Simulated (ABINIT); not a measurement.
# Quasiparticle gap of KI (Fm-3m) in ABINIT, part 2 of 2

How does a plane-wave GW calculation on KI (Fm-3m) run from the first input to the gap?

ABINIT 10.8.3; PBE and many-body steps on it, plane waves. Known limits of the many-body steps: not at the basis limit; no spin-orbit coupling.

So far. Step 2 (Ground state): The gap is direct, at Γ. Step 3 (Bands along the symmetry lines): The gap is 3.962 eV, as in the run before at this level.

## Step 4: Empty states on the mesh, 4×4×4 mesh, 270 bands

Level of this step: DFT, PBE, plane waves, norm-conserving pseudopotentials (ABINIT).

The sums over transitions need many empty states on a uniform mesh; this step solves for them.

run.abi reads:

```
acell 3*1.0 Angstrom
rprim 
  0.000000000000 3.532775000000 3.532775000000
  3.532775000000 0.000000000000 3.532775000000
  3.532775000000 3.532775000000 -0.000000000000
ntypat 2
znucl 19 53
natom 2
typat 1 2
xred 
  0.000000000000 0.000000000000 0.000000000000
  0.500000000000 0.500000000000 0.500000000000
pp_dirpath "pseudos"
pseudos "K.upf, I.upf"
ecut 33
ngkpt 4 4 4
nshiftk 1
shiftk 0 0 0
kptopt 1
chksymbreak 0
iscf -2
irdden 1
istwfk *1
nband 270
nbdbuf 24
tolwfr 1e-09
nstep 60
prtvol 0
indata_prefix "in"
outdata_prefix "out"
tmpdata_prefix "tmp"
```

On the command line:

```bash
OMP_NUM_THREADS=1 mpirun -n 4 abinit run.abi > log
```

Numbers of over 12 decimals in the logs are rounded to 6 here.

The log of the run:

```text
.Version 10.8.3 of ABINIT. v10.8.2 released Aug 2026.

 Symmetries : space group Fm -3 m (#225); Bravais cF (face-center cubic)
[... echo of the input left out ...]
== DATASET  1 ==================================================================
-   mpi_nproc: 4, omp_nthreads: 1 (-1 if OMP is not activated)

--- !DatasetInfo
iteration_state: {dtset: 1, }
dimensions: {natom: 2, nkpt: 8, mband: 270, nsppol: 1, nspinor: 1, nspden: 1, mpw: 5434, }
cutoff_energies: {ecut:  33.0, pawecutdg:  -1.0, }
electrons: {nelect:   1.60000000E+01, charge:   0.00000000E+00, occopt:   1.00000000E+00, tsmear:   1.00000000E-02, }

 Real(R)+Recip(G) space primitive vectors, cartesian coordinates (Bohr,Bohr^-1):
 R(1)=  0.0000000  6.6759772  6.6759772  G(1)= -0.0748954  0.0748954  0.0748954
 R(2)=  6.6759772  0.0000000  6.6759772  G(2)=  0.0748954 -0.0748954  0.0748954
 R(3)=  6.6759772  6.6759772  0.0000000  G(3)=  0.0748954  0.0748954 -0.0748954
 Unit cell volume ucvol=  5.9507887E+02 bohr^3
 Angles (23,13,12)=  6.00000000E+01  6.00000000E+01  6.00000000E+01 degrees

 getcut: wavevector=  0.0000  0.0000  0.0000  ngfft=  50  50  50
         ecut(hartree)=     33.000   => boxcut(ratio)=   2.04876

--- Pseudopotential description ------------------------------------------------
- K Generated using ONCVPSP code by D. R. Hamann
- 19.00000   9.00000  171031                  znucl, zion, pspdat
12 -101130 2 -1 2222                          pspcod,pspxc,lmax,lloc,mmax
     nproj     2     2     2
  pspatm : epsatm=    8.42413758
         --- l  ekb(1:nproj) -->
             0   10.871123    0.806704
             1    4.379001    0.553647
             2   -3.405842   -1.029115
 pspatm: atomic psp has been read  and splines computed

- I Generated using ONCVPSP code by D. R. Hamann
- 53.00000   7.00000  171031                  znucl, zion, pspdat
12 -101130 2 -1 1196                          pspcod,pspxc,lmax,lloc,mmax
     nproj     2     2     2
  pspatm : epsatm=   19.17056757
         --- l  ekb(1:nproj) -->
[...]
pspatm: atomic psp has been read  and splines computed

--------------------------------------------------------------------------------

================================================================================
 prteigrs : about to open file out_EIG
 Non-SCF case, kpt    1 (  0.00000  0.00000  0.00000), residuals and eigenvalues=
  1.42E-10  6.21E-11  9.23E-11  8.06E-10  4.98E-11  1.15E-10  2.00E-10  4.22E-10
  2.67E-10  1.56E-10  3.76E-10  7.47E-10  4.73E-11  5.67E-10  2.77E-11  2.45E-10
  3.76E-10  2.70E-10  3.32E-10  5.11E-10  6.22E-10  4.03E-10  7.72E-10  6.30E-10
[...]
4.32E-05  9.22E-05  1.03E-06  1.12E-06  1.30E-06  4.21E-04
 -1.0430E+00 -4.3616E-01 -4.3616E-01 -4.3616E-01 -3.8166E-01  4.3563E-03
  4.3563E-03  4.3563E-03  1.4997E-01  2.4342E-01  2.4342E-01  2.4342E-01
[...]
4.0976E+00  4.0987E+00  4.1035E+00  4.1036E+00  4.1037E+00  4.1073E+00
 prteigrs : prtvol=0 or 1, do not print more k-points.

--- !ResultsGS
iteration_state: {dtset: 1, }
comment   : Summary of ground state results
lattice_vectors:
- [  0.0000000,   6.6759772,   6.6759772, ]
- [  6.6759772,   0.0000000,   6.6759772, ]
- [  6.6759772,   6.6759772,  -0.0000000, ]
lattice_lengths: [   9.44126,    9.44126,    9.44126, ]
lattice_angles: [ 60.000,  60.000,  60.000, ] # degrees, (23, 13, 12)
lattice_volume:   5.9507887E+02
convergence: {deltae:  0.000E+00, res2:  0.000E+00, residm:  9.937E-10, diffor:  0.000E+00, }
etotal    :  -4.31025253E+01
entropy   :   0.00000000E+00
fermie    :   4.35632526E-03
cartesian_stress_tensor: null
pressure_GPa: null
xred      :
- [  0.0000E+00,   0.0000E+00,   0.0000E+00,  K]
- [  5.0000E-01,   5.0000E-01,   5.0000E-01,  I]
cartesian_forces: null
force_length_stats: {min: null, max: null, mean: null, }

 Integrated electronic density in atomic spheres:
 ------------------------------------------------
 Atom  Sphere_radius  Integrated_density
[...]
================================================================================

 ----iterations are completed or convergence reached----

 Mean square residual over all n,k,spin=   37.464E-11; max=  99.372E-11
 reduced coordinates (array xred) for    2 atoms
       0.000000000000      0.000000000000      0.000000000000
       0.500000000000      0.500000000000      0.500000000000

 cartesian coordinates (angstrom) at end:
    1      0.000000     0.000000     0.000000
    2      3.532775     3.532775     3.532775
 length scales=  1.889726125908  1.889726125908  1.889726125908 bohr
              =  1.000000000000  1.000000000000  1.000000000000 angstroms
 prteigrs : about to open file out_EIG
 Eigenvalues (hartree) for nkpt=   8  k points:
 kpt#   1, nband=270, wtk=  0.01563, kpt=  0.0000  0.0000  0.0000 (reduced coord)
[...]
3.87144    3.87144    3.87838    3.87838    3.88096    3.88096    3.88096    3.95247
   3.95247    3.95247    4.02825    4.02825    4.03277    4.03278    4.03279    4.09704
   4.09765    4.09873    4.10347    4.10359    4.10368    4.10728
 prteigrs : prtvol=0 or 1, do not print more k-points.

== END DATASET(S) ==============================================================
================================================================================

 -outvars: echo values of variables after computation  --------
            nband         270
             nkpt           8
          spgroup         225
 [... the other variables as echoed above ...]

 Calculation completed.
```

Elapsed: 3.6 min, on 4 MPI ranks of Arm Neoverse N1, shared host; peak memory 0.54 GiB.

Numbers from this step:

| Item | Value |
| --- | --- |
| gap | 3.962 eV |
| k of the valence top | 0, 0, 0 |
| k of the conduction bottom | 0, 0, 0 |
| least direct gap | 3.962 eV |
| k points computed | 8 |
| lowest point of the top converged band, above the valence top | 104.8223 eV |

On this mesh the gap is 3.962 eV.

## Step 5: Screening, 4×4×4 mesh, 246 bands, screening to 179.6 eV

The RPA dielectric matrix is built and inverted for each q.

This step: RPA screening on PBE, plane waves, norm-conserving pseudopotentials.

Changes to run.abi since step 4:

```diff
@@ -20,10 +20,11 @@
 chksymbreak 0
-iscf -2
-irdden 1
 istwfk *1
-nband 270
-nbdbuf 24
-tolwfr 1e-09
-nstep 60
-prtvol 0
+occopt 1
+irdwfk 1
+optdriver 3
+nband 246
+ecuteps 6.6
+inclvkb 2
+awtr 1
+symchi 1
 indata_prefix "in"
```

The log of the run:

```text
.Version 10.8.3 of ABINIT. v10.8.2 released Aug 2026.

 Symmetries : space group Fm -3 m (#225); Bravais cF (face-center cubic)
[... echo of the input left out ...]
== DATASET  1 ==================================================================
-   mpi_nproc: 4, omp_nthreads: 1 (-1 if OMP is not activated)

--- !DatasetInfo
iteration_state: {dtset: 1, }
dimensions: {natom: 2, nkpt: 8, mband: 246, nsppol: 1, nspinor: 1, nspden: 1, mpw: 5434, }
cutoff_energies: {ecut:  33.0, pawecutdg:  -1.0, }
electrons: {nelect:   1.60000000E+01, charge:   0.00000000E+00, occopt:   1.00000000E+00, tsmear:   1.00000000E-02, }

 SCREENING: Calculation of the susceptibility and dielectric matrices

 Based on a program developped by R.W. Godby, V. Olevano, G. Onida, and L. Reining.
 Incorporated in ABINIT by V. Olevano, G.-M. Rignanese, and M. Torrent.
.Using double precision arithmetic ; gwpc =  8

[... cell and pseudopotentials left out ...]
--------------------------------------------------------------------------------

 ==== K-mesh for the wavefunctions ====
 Number of points in the irreducible wedge :     8
[... list of points left out ...]
 Together with 48 symmetry operations and time-reversal symmetry
 yields    64 points in the full Brillouin Zone.

 ==== Q-mesh for the screening function ====
 Number of points in the irreducible wedge :     8
[... list of points left out ...]
 Together with 48 symmetry operations and time-reversal symmetry
 yields    64 points in the full Brillouin Zone.

 setmesh: FFT mesh size selected  =    36x   36x   36
          total number of points  =        46656

 vcoul_init : cutoff-mode = AUXILIARY_FUNCTION
 q-points for optical limit:   1
     1)      0.000010    0.000020    0.000030

- screening: taking advantage of time-reversal symmetry
- Maximum band index for partially occupied states nbvw = 8
- Remaining bands to be divided among processors   nbcw = 238
- Number of bands treated by each node ~59

 Number of electrons calculated from density =   16.0000; Expected =   16.0000
 average of density, n =  0.026887
 r_s =    2.0707
 omega_plasma =   15.8172 [eV]

 calculating chi0 at frequencies [eV] :
  1    0.000000E+00    0.000000E+00
  2    0.000000E+00    1.581715E+01

--------------------------------------------------------------------------------
  q-point number  1        q = ( 0.000000, 0.000000, 0.000000) [r.l.u.]
--------------------------------------------------------------------------------
[... chi0 elements left out ...]
 For q-point:  0.000010 0.000020 0.000030
  dielectric constant =   2.6562
  dielectric constant without local fields =   3.2759

  Average fulfillment of the sum rule on Im[epsilon] for q-point    1 :     88.39  [%]
[... wings left out ...]
  q-point number  2        q = ( 0.250000, 0.000000, 0.000000) [r.l.u.]
--------------------------------------------------------------------------------
[... chi0 elements left out ...]
  Average fulfillment of the sum rule on Im[epsilon] for q-point    2 :     93.30  [%]

 [... 6 further q-points ...]
```

It took 3.7 min on 4 MPI ranks; peak memory 2.2 GiB.

This step gave:

```
ε∞ with local fields, on this mesh, along the program's q direction : 2.656
the same without local fields                                       : 3.276
plasma frequency                                                    : 15.82 eV
plane waves in the screening matrix                                 : 531
```

Local fields lower ε∞ by 19 %.

## Step 6: Self-energy, 4×4×4 mesh, 246 bands, screening to 179.6 eV

The self-energy is evaluated for the states that the input lists, and the levels follow from it, in one-shot runs by the linearised quasiparticle equation.

This step: G0W0 on PBE, plane waves, norm-conserving pseudopotentials.

Changes to run.abi since step 5:

```diff
@@ -23,8 +23,15 @@
 irdwfk 1
-optdriver 3
+optdriver 4
 nband 246
+gwcalctyp 0
+ecutsigx 33
+symsigma 1
+nkptgw 1
+kptgw 
+  0.0000000000 0.0000000000 0.0000000000
+bdgw 
+  6 12
 ecuteps 6.6
-inclvkb 2
-awtr 1
-symchi 1
+irdscr 1
+ppmodel 1
 indata_prefix "in"
```

The log of the run:

```text
.Version 10.8.3 of ABINIT. v10.8.2 released Aug 2026.

 Symmetries : space group Fm -3 m (#225); Bravais cF (face-center cubic)
[... echo of the input left out ...]
== DATASET  1 ==================================================================
-   mpi_nproc: 4, omp_nthreads: 1 (-1 if OMP is not activated)

--- !DatasetInfo
iteration_state: {dtset: 1, }
dimensions: {natom: 2, nkpt: 8, mband: 246, nsppol: 1, nspinor: 1, nspden: 1, mpw: 5434, }
cutoff_energies: {ecut:  33.0, pawecutdg:  -1.0, }
electrons: {nelect:   1.60000000E+01, charge:   0.00000000E+00, occopt:   1.00000000E+00, tsmear:   1.00000000E-02, }

 SIGMA: Calculation of the GW corrections

 Based on a program developped by R.W. Godby, V. Olevano, G. Onida, and L. Reining.
 Incorporated in ABINIT by V. Olevano, G.-M. Rignanese, and M. Torrent.
.Using double precision arithmetic ; gwpc =  8

[... cell and pseudopotentials left out ...]
--------------------------------------------------------------------------------

 ==== K-mesh for the wavefunctions ====
 Number of points in the irreducible wedge :     8
[... list of points left out ...]
 Together with 48 symmetry operations and time-reversal symmetry
 yields    64 points in the full Brillouin Zone.

 ==== Q-mesh for screening function ====
 Number of points in the irreducible wedge :     8
[... list of points left out ...]
 Together with 48 symmetry operations and time-reversal symmetry
 yields    64 points in the full Brillouin Zone.

 vcoul_init : cutoff-mode = AUXILIARY_FUNCTION
 q-points for optical limit:   1
     1)      0.000010    0.000020    0.000030
 setmesh: FFT mesh size selected  =    50x   50x   50
          total number of points  =       125000

 Number of electrons calculated from density =   16.0000; Expected =   16.0000
 average of density, n =  0.026887
 r_s =    2.0707
 omega_plasma =   15.8172 [eV]

 === KS Band Gaps ===
  >>>> For spin  1
   Minimum direct gap =   3.9625 [eV], located at k-point      :   0.0000  0.0000  0.0000
   Fundamental gap    =   3.9625 [eV], Top of valence bands at :   0.0000  0.0000  0.0000
                                       Bottom of conduction at :   0.0000  0.0000  0.0000
 SIGMA fundamental parameters:
 PLASMON POLE MODEL  1
 number of plane-waves for SigmaX                 5329
 number of plane-waves for SigmaC and W            531
 number of plane-waves for wavefunctions          5329
 number of bands                                   246
 number of independent spin polarizations            1
 number of spinorial components                      1
 number of k-points in IBZ                           8
 number of q-points in IBZ                           8
 number of symmetry operations                      48
 number of k-points in BZ                           64
 number of q-points in BZ                           64
 number of frequencies for dSigma/dE                 9
 frequency step for dSigma/dE [eV]                0.25
 number of omega for Sigma on real axis              0
 max omega for Sigma on real axis  [eV]           0.00
 zcut for avoiding poles [eV]                     0.10

 EPSILON^-1 parameters (SCR file):
 dimension of the eps^-1 matrix on file            531
 dimension of the eps^-1 matrix used               531
 number of plane-waves for wavefunctions          5329
 number of bands                                   246
 number of q-points in IBZ                           8
 number of frequencies                               2
 number of real frequencies                          1
 number of imag frequencies                          1

 matrix elements of self-energy operator (all in [eV])

 Perturbative Calculation

--- !SelfEnergy_ee
iteration_state: {dtset: 1, }
kpoint     : [   0.000,    0.000,    0.000, ]
spin       : 1
KS_gap     :    3.962
QP_gap     :    6.064
Delta_QP_KS:    2.102
data: !SigmaeeData |
     Band     E0 <VxcDFT>   SigX SigC(E0)      Z dSigC/dE  Sig(E)    E-E0       E
        6   0.119 -11.176 -14.233   1.081   0.808  -0.237 -12.773  -1.598  -1.479
        7   0.119 -11.176 -14.233   1.081   0.808  -0.237 -12.773  -1.598  -1.479
        8   0.119 -11.176 -14.233   1.081   0.808  -0.237 -12.773  -1.598  -1.479
        9   4.081  -6.410  -2.934  -2.883   0.850  -0.176  -5.905   0.504   4.585
       10   6.624  -7.766  -3.475  -3.056   0.843  -0.186  -6.725   1.041   7.664
       11   6.624  -7.766  -3.475  -3.056   0.843  -0.186  -6.725   1.041   7.664
       12   6.624  -7.766  -3.475  -3.056   0.843  -0.186  -6.725   1.041   7.664

== END DATASET(S) ==============================================================
================================================================================

 -outvars: echo values of variables after computation  --------
           etotal      0.0000000000E+00
            nband         246
             nkpt           8
          spgroup         225
 [... the other variables as echoed above ...]

 Calculation completed.
```

Elapsed: 83 s, on 4 MPI ranks; peak memory 2.6 GiB; 5.6 min of CPU time.

Numbers from this step:

```yaml
g0w0_gap_on_the_points_computed: 6.064 eV
starting_gap_on_the_mesh: 3.962 eV
k_of_the_valence_top: 0, 0, 0
k_of_the_conduction_bottom: 0, 0, 0
z_at_the_valence_top: 0.808
z_at_the_conduction_bottom: 0.85
least_direct_g0w0_gap_on_the_computed_points: 6.064 eV
```

The gap on the mesh goes from 3.96 eV to 6.06 eV, a correction of +2.10 eV.

Limits: finite bands, cutoff and mesh; no spin-orbit coupling. v1 is the top filled band, c1 the lowest empty one. The levels before and after the correction (eV, zero at the valence-band top of each column):

```tsv
	conduction bottom	valence top
Kohn-Sham	3.96	0.00
G0W0	6.06	0.00
```

```tsv
	level	energy (eV)
Kohn-Sham	Γ v3-v1	0.000
Kohn-Sham	Γ c1	3.962
Kohn-Sham	Γ c2-c4	6.505
G0W0	Γ v3-v1	0.000
G0W0	Γ c1	6.064
G0W0	Γ c2-c4	9.143
```

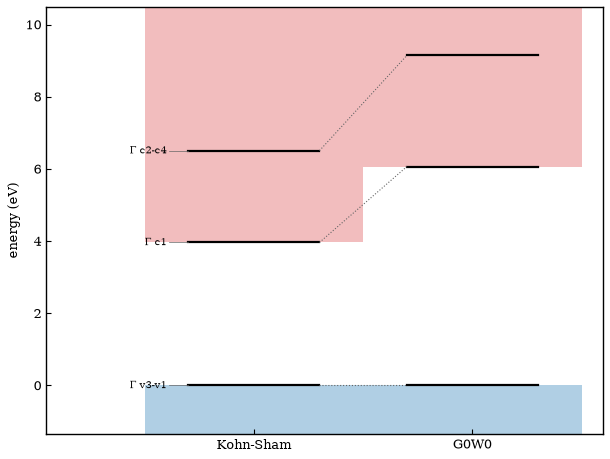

Levels before and after the correction. Shaded: valence and conduction bands.

## Step 7: Where the time went

Times are wall times on 4 MPI ranks of Arm Neoverse N1, shared host, good to a factor of about two.

```tsv
step	time	share	memory (GiB)
ground state	19 s	3 %	0.4
bands along the symmetry lines	39 s	7 %	0.33
empty states on the mesh	3.6 min	37 %	0.54
screening	3.7 min	39 %	2.2
self-energy	83 s	14 %	2.6
```

## Step 8: Summary of results

```json
{
  "PBE gap": "3.96 eV, direct",
  "G0W0 gap on the mesh": "6.06 eV",
  "GW settings": "4×4×4 mesh, 246 bands, screening to 179.6 eV, Godby-Needs plasmon pole",
  "known limits": "not at the basis limit; no spin-orbit coupling"
}
```

What this shows: G0W0 moves the gap on the mesh from 3.96 eV to 6.06 eV (+2.10 eV), with Z of 0.81 and 0.85 at the edges. Local fields lower the RPA ε∞ on this mesh from 3.28 to 2.66. Only 1 of the mesh's irreducible points was corrected, so a valley elsewhere could overtake. Bands and cutoff are finite, so the gap is not at the basis limit. The miss can reach some tenths of an eV and take either sign; the mesh is an error of its own. In the G0W0 run levels were corrected at 1 k point alone, so a gap called «on the mesh» is the least over those, and an edge elsewhere would be missed. The many-body steps are scalar-relativistic: spin-orbit coupling is not in them.

[Paths, hosts, dates, memory and timing lines, banners, echoed tables and standing remarks are left out of the program output.]

[Logs are printed without paths, hosts, clocks, repeated set-up lines and the standing remarks that a program may print on its own settings, such as how far it seeks lower states.]

[Runs of the session that timed out or met a known fault of the program may be left out.]

[Hosts, paths, dates, database ids (printed as entryN), source tags and the programs' standing remarks are cut or masked in the printed files.]

[G0W0 gaps are taken among the corrected bands and points alone; a level outside them can change the order at an edge.]

[Where Ansatz stands beside ABINIT at settings called matched, ABINIT's density can come from a denser mesh and the files from another edition; pairs whose starting gaps differed by over 0.03 eV were left out, so agreement reads better than it is.]
